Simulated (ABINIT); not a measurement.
# Optical-spectrum calculation of Be2C (part 2 of 2)

The same run, continued: Be2C (Fm-3m, 3 atoms in the cell); Kohn-Sham DFT of a periodic cell, PBE, PseudoDojo NC SR PBE v0.4.1 standard, no spin polarisation (ABINIT 10.8.3); cutoff 952.4 eV, 8×8×8 k-mesh, fixed occupations. The structure derives from an entry of the Crystallography Open Database.

Geometry of the input (Å; fractional positions):
```
0.0000  2.1650  2.1650
2.1650  0.0000  2.1650
2.1650  2.1650  0.0000
C  0.0000  0.0000  0.0000
Be 0.7500  0.7500  0.7500
Be 0.2500  0.2500  0.2500
```

What the program printed, continued
```
--- !ResultsGS
iteration_state: {dtset: 1, }
comment   : Summary of ground state results
lattice_vectors:
- [  0.0000000,   4.0912571,   4.0912571, ]
- [  4.0912571,   0.0000000,   4.0912571, ]
- [  4.0912571,   4.0912571,   0.0000000, ]
lattice_lengths: [   5.78591,    5.78591,    5.78591, ]
lattice_angles: [ 60.000,  60.000,  60.000, ] # degrees, (23, 13, 12)
lattice_volume:   1.3696207E+02
convergence: {deltae:  3.411E-13, res2:  1.455E-15, residm:  2.409E-18, diffor: null, }
etotal    :  -3.39571707E+01
entropy   :   0.00000000E+00
fermie    :   2.89812308E-01
cartesian_stress_tensor: # hartree/bohr^3
- [  1.44708633E-04,   0.00000000E+00,   0.00000000E+00, ]
- [  0.00000000E+00,   1.44708633E-04,   0.00000000E+00, ]
- [  0.00000000E+00,   0.00000000E+00,   1.44708633E-04, ]
pressure_GPa:  -4.2575E+00
xred      :
- [  0.0000E+00,   0.0000E+00,   0.0000E+00,  C]
- [  7.5000E-01,   7.5000E-01,   7.5000E-01, Be]
- [  2.5000E-01,   2.5000E-01,   2.5000E-01, Be]
cartesian_forces: # hartree/bohr
- [ -0.00000000E+00,  -0.00000000E+00,  -0.00000000E+00, ]
- [ -0.00000000E+00,  -0.00000000E+00,  -0.00000000E+00, ]
- [ -0.00000000E+00,  -0.00000000E+00,  -0.00000000E+00, ]
force_length_stats: {min:   0.00000000E+00, max:   0.00000000E+00, mean:   0.00000000E+00, }
...

 Integrated electronic density in atomic spheres:
 ------------------------------------------------
 Atom  Sphere_radius  Integrated_density
    1        2.00000          4.16629168
    2        2.00000          3.47921955
    3        2.00000          3.47921955
================================================================================

 ----iterations are completed or convergence reached----

 Mean square residual over all n,k,spin=   64.315E-20; max=  24.090E-19
 reduced coordinates (array xred) for    3 atoms
       0.000000000000      0.000000000000      0.000000000000
       0.750000000000      0.750000000000      0.750000000000
       0.250000000000      0.250000000000      0.250000000000
 rms dE/dt=  0.0000E+00; max dE/dt=  0.0000E+00; dE/dt below (all hartree)
    1       0.000000000000      0.000000000000      0.000000000000
    2       0.000000000000      0.000000000000      0.000000000000
    3       0.000000000000      0.000000000000      0.000000000000

 cartesian coordinates (angstrom) at end:
    1      0.00000000000000     0.00000000000000     0.00000000000000
    2      3.24749999778512     3.24749999778512     3.24749999778512
    3      1.08249999926171     1.08249999926171     1.08249999926171

 cartesian forces (hartree/bohr) at end:
    1     -0.00000000000000    -0.00000000000000    -0.00000000000000
    2     -0.00000000000000    -0.00000000000000    -0.00000000000000
    3     -0.00000000000000    -0.00000000000000    -0.00000000000000
 frms,max,avg= 0.0000000E+00 0.0000000E+00   0.000E+00  0.000E+00  0.000E+00 h/b

 cartesian forces (eV/Angstrom) at end:
    1     -0.00000000000000    -0.00000000000000    -0.00000000000000
    2     -0.00000000000000    -0.00000000000000    -0.00000000000000
    3     -0.00000000000000    -0.00000000000000    -0.00000000000000
 frms,max,avg= 0.0000000E+00 0.0000000E+00   0.000E+00  0.000E+00  0.000E+00 e/A
 length scales=  1.000000000000  1.000000000000  1.000000000000 bohr
              =  0.529177210544  0.529177210544  0.529177210544 angstroms
 Fermi (or HOMO) energy (hartree) =   0.28981   Average Vxc (hartree)=  -0.43703
 Eigenvalues (hartree) for nkpt=  60  k points:
 kpt#   1, nband=  6, wtk=  0.01172, kpt= -0.0625 -0.1250  0.0000 (reduced coord)
  -3.36697   -3.36575   -0.24911    0.24124    0.26405    0.28125
 prteigrs : prtvol=0 or 1, do not print more k-points.

--- !EnergyTerms
iteration_state     : {dtset: 1, }
comment             : Components of total free energy in Hartree
kinetic             :  2.17175576111983E+01
hartree             :  4.81332067002984E+00
xc                  : -7.11112141311545E+00
Ewald energy        : -1.87148307645906E+01
psp_core            :  9.20753183469773E-01
local_psp           : -1.75543516841995E+01
non_local_psp       : -1.80284982633622E+01
total_energy        : -3.39571706605699E+01
total_energy_eV     : -9.24021686665461E+02
band_energy         : -1.29985790928318E+01
...

 Cartesian components of stress tensor (hartree/bohr^3)
  sigma(1 1)=  1.44708633E-04  sigma(3 2)=  0.00000000E+00
  sigma(2 2)=  1.44708633E-04  sigma(3 1)=  0.00000000E+00
  sigma(3 3)=  1.44708633E-04  sigma(2 1)=  0.00000000E+00

-Cartesian components of stress tensor (GPa)         [Pressure= -4.2575E+00 GPa]
- sigma(1 1)=  4.25747497E+00  sigma(3 2)=  0.00000000E+00
- sigma(2 2)=  4.25747497E+00  sigma(3 1)=  0.00000000E+00
- sigma(3 3)=  4.25747497E+00  sigma(2 1)=  0.00000000E+00

================================================================================
== DATASET  2 ==================================================================

--- !DatasetInfo
iteration_state: {dtset: 2, }
dimensions: {natom: 3, nkpt: 60, mband: 16, nsppol: 1, nspinor: 1, nspden: 1, mpw: 1375, }
cutoff_energies: {ecut:  35.0, pawecutdg:  -1.0, }
electrons: {nelect:   1.20000000E+01, charge:   0.00000000E+00, occopt:   1.00000000E+00, tsmear:   1.00000000E-02, }
meta: {optdriver: 0, ionmov: 0, optcell: 0, iscf: -2, paral_kgb: 0, }
...

 mkfilename : getden/=0, take file _DEN from output of DATASET   1.

 Exchange-correlation functional for the present dataset will be:
  GGA: Perdew-Burke-Ernzerhof functional - ixc=11
  J.P.Perdew, K.Burke, M.Ernzerhof, PRL 77, 3865 (1996)

 Real(R)+Recip(G) space primitive vectors, cartesian coordinates (Bohr,Bohr^-1):
 R(1)=  0.0000000  4.0912571  4.0912571  G(1)= -0.1222118  0.1222118  0.1222118
 R(2)=  4.0912571  0.0000000  4.0912571  G(2)=  0.1222118 -0.1222118  0.1222118
 R(3)=  4.0912571  4.0912571  0.0000000  G(3)=  0.1222118  0.1222118 -0.1222118
 Unit cell volume ucvol=  1.3696207E+02 bohr^3
 Angles (23,13,12)=  6.00000000E+01  6.00000000E+01  6.00000000E+01 degrees

 getcut: wavevector=  0.0000  0.0000  0.0000  ngfft=  32  32  32
         ecut(hartree)=     35.000   => boxcut(ratio)=   2.07673
--------------------------------------------------------------------------------

================================================================================
 Non-SCF case, kpt    1 ( -0.06250 -0.12500  0.00000), residuals and eigenvalues=
  6.80E-13  3.30E-13  1.83E-13  1.28E-13  4.14E-13  2.09E-13  4.27E-13  8.36E-13
  7.95E-13  6.89E-14  1.94E-13  2.90E-13  4.94E-13  7.67E-13  2.25E-09  2.04E-10
 -3.3670E+00 -3.3657E+00 -2.4911E-01  2.4124E-01  2.6405E-01  2.8125E-01
  4.5750E-01  4.8567E-01  4.8884E-01  5.5574E-01  7.0255E-01  7.7769E-01
  8.0144E-01  9.4860E-01  1.0117E+00  1.0270E+00
 prteigrs : prtvol=0 or 1, do not print more k-points.

--- !ResultsGS
iteration_state: {dtset: 2, }
comment   : Summary of ground state results
lattice_vectors:
- [  0.0000000,   4.0912571,   4.0912571, ]
- [  4.0912571,   0.0000000,   4.0912571, ]
- [  4.0912571,   4.0912571,   0.0000000, ]
lattice_lengths: [   5.78591,    5.78591,    5.78591, ]
lattice_angles: [ 60.000,  60.000,  60.000, ] # degrees, (23, 13, 12)
lattice_volume:   1.3696207E+02
convergence: {deltae:  0.000E+00, res2:  0.000E+00, residm:  9.990E-13, diffor:  0.000E+00, }
etotal    :  -3.39571707E+01
entropy   :   0.00000000E+00
fermie    :   2.89812308E-01
cartesian_stress_tensor: null
pressure_GPa: null
xred      :
- [  0.0000E+00,   0.0000E+00,   0.0000E+00,  C]
- [  7.5000E-01,   7.5000E-01,   7.5000E-01, Be]
- [  2.5000E-01,   2.5000E-01,   2.5000E-01, Be]
cartesian_forces: null
force_length_stats: {min: null, max: null, mean: null, }
...

 Integrated electronic density in atomic spheres:
 ------------------------------------------------
 Atom  Sphere_radius  Integrated_density
    1        2.00000          4.16629168
    2        2.00000          3.47921955
    3        2.00000          3.47921955
================================================================================

 ----iterations are completed or convergence reached----

 Mean square residual over all n,k,spin=   37.162E-14; max=  99.899E-14
 reduced coordinates (array xred) for    3 atoms
       0.000000000000      0.000000000000      0.000000000000
       0.750000000000      0.750000000000      0.750000000000
       0.250000000000      0.250000000000      0.250000000000

 cartesian coordinates (angstrom) at end:
    1      0.00000000000000     0.00000000000000     0.00000000000000
    2      3.24749999778512     3.24749999778512     3.24749999778512
    3      1.08249999926171     1.08249999926171     1.08249999926171
 length scales=  1.000000000000  1.000000000000  1.000000000000 bohr
              =  0.529177210544  0.529177210544  0.529177210544 angstroms
 Eigenvalues (hartree) for nkpt=  60  k points:
 kpt#   1, nband= 16, wtk=  0.01172, kpt= -0.0625 -0.1250  0.0000 (reduced coord)
  -3.36697   -3.36575   -0.24911    0.24124    0.26405    0.28125    0.45750    0.48567
   0.48884    0.55574    0.70255    0.77769    0.80144    0.94860    1.01175    1.02701
 prteigrs : prtvol=0 or 1, do not print more k-points.

================================================================================
== DATASET  3 ==================================================================

--- !DatasetInfo
iteration_state: {dtset: 3, }
dimensions: {natom: 3, nkpt: 60, mband: 12, nsppol: 1, nspinor: 1, nspden: 1, mpw: 1375, }
cutoff_energies: {ecut:  35.0, pawecutdg:  -1.0, }
electrons: {nelect:   1.20000000E+01, charge:   0.00000000E+00, occopt:   1.00000000E+00, tsmear:   1.00000000E-02, }
meta: {optdriver: 8, wfk_task: 7, }
...

 mkfilename : getwfk/=0, take file _WFK from output of DATASET   2.

 Exchange-correlation functional for the present dataset will be:
  GGA: Perdew-Burke-Ernzerhof functional - ixc=11
  J.P.Perdew, K.Burke, M.Ernzerhof, PRL 77, 3865 (1996)

--------------------------------------------------------------------------------

 Computation of velocity matrix elements (DDK)

 Parameters extracted from the Abinit header:
    ecut:     35.0
    nkpt:    2048
    mband:   16
    nsppol:  1
    nspinor: 1
    useylm:  0
    inclvkb: 2
    bmin: 1, bmax: 16
    Computing diagonal and off-diagonal matrix elements
    Between band index bmin: 1, bmax: 16

== END DATASET(S) ==============================================================
================================================================================

 -outvars: echo values of variables after computation  --------
            acell      1.0000000000E+00  1.0000000000E+00  1.0000000000E+00 Bohr
           etotal1    -3.3957170661E+01
           etotal3     0.0000000000E+00
            fcart1    -0.0000000000E+00 -0.0000000000E+00 -0.0000000000E+00
                      -0.0000000000E+00 -0.0000000000E+00 -0.0000000000E+00
                      -0.0000000000E+00 -0.0000000000E+00 -0.0000000000E+00
            fcart3     0.0000000000E+00  0.0000000000E+00  0.0000000000E+00
                       0.0000000000E+00  0.0000000000E+00  0.0000000000E+00
                       0.0000000000E+00  0.0000000000E+00  0.0000000000E+00
            rprim      0.0000000000E+00  4.0912570598E+00  4.0912570598E+00
                       4.0912570598E+00  0.0000000000E+00  4.0912570598E+00
                       4.0912570598E+00  4.0912570598E+00  0.0000000000E+00
           strten1     1.4470863301E-04  1.4470863301E-04  1.4470863301E-04
                       0.0000000000E+00  0.0000000000E+00  0.0000000000E+00
           strten3     0.0000000000E+00  0.0000000000E+00  0.0000000000E+00
                       0.0000000000E+00  0.0000000000E+00  0.0000000000E+00
           xangst      0.0000000000E+00  0.0000000000E+00  0.0000000000E+00
                       3.2474999978E+00  3.2474999978E+00  3.2474999978E+00
                       1.0824999993E+00  1.0824999993E+00  1.0824999993E+00
             xred      0.0000000000E+00  0.0000000000E+00  0.0000000000E+00
                       7.5000000000E-01  7.5000000000E-01  7.5000000000E-01
                       2.5000000000E-01  2.5000000000E-01  2.5000000000E-01
 Calculation completed.
```

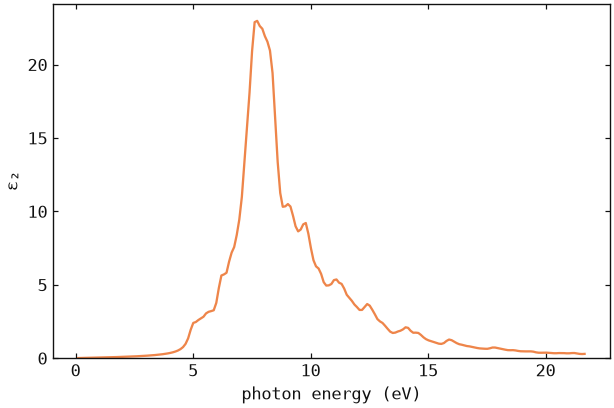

**Figure 1.** Imaginary part of the dielectric function (first component that the program prints). The highest peak, 23.0, lies at 7.73 eV.

Summary

- outcome: converged
- space group (tolerance 0.01 Å): Fm-3m (225)
- electrons treated: 12
- free energy: −924.0217 eV
- Fermi energy of the self-consistent step: 7.886 eV
- pressure: −4.26 GPa
- largest force (length of the vector): under 0.001 eV/Å
- wall time: 58 s
- peak memory: 0.82 GiB

Notes

Points of doubt noted for this run: cutoff too low for stress.
